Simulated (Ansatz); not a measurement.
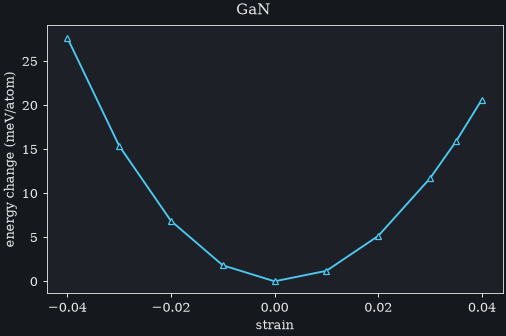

Plotted: energy change against strain for GaN, space group P6_3mc (No. 186).

Starting cell:
```
CELL_PARAMETERS angstrom
3.18000 0.00000 0.00000
-1.59000 2.75396 0.00000
0.00000 0.00000 5.16600
ATOMIC_POSITIONS crystal
Ga 0.33333 0.66667 0.00000
Ga 0.66667 0.33333 0.50000
N 0.33333 0.66667 0.37500
N 0.66667 0.33333 0.87500
```

Computed with Ansatz 0.2.0: homogeneous strain of a crystal along one Voigt pattern with engineering shear, fractional coordinates fixed, by plane-wave density functional theory with PAW datasets, free energies less that of the undisturbed cell; scalar-relativistic. Level: r2SCAN, no spin polarisation.

wave cutoff 500 eV; k mesh 12×12×6; occupations Gaussian; smearing width 0.05 eV; k shift (0, 0, 0) (mesh steps); start as given; strain pattern (0, 1, 0, 0, 0, 0) (xx yy zz yz xz xy with engineering shear).

Q: Is the given structure stable along this path?

A: Yes: the energy rises on both sides of the starting structure, which is therefore a minimum along this path.

Q: Which elastic constant follows from the slope of the stress, and how large is it?

A: The slope of stress against strain at the start, which at zero pressure is the clamped-ion constant C22, is 425 GPa.

Q: What does the calculation give for the second derivative of tensile stress?

A: −3190 GPa.

Keep in mind: reference crystal is not relaxed.
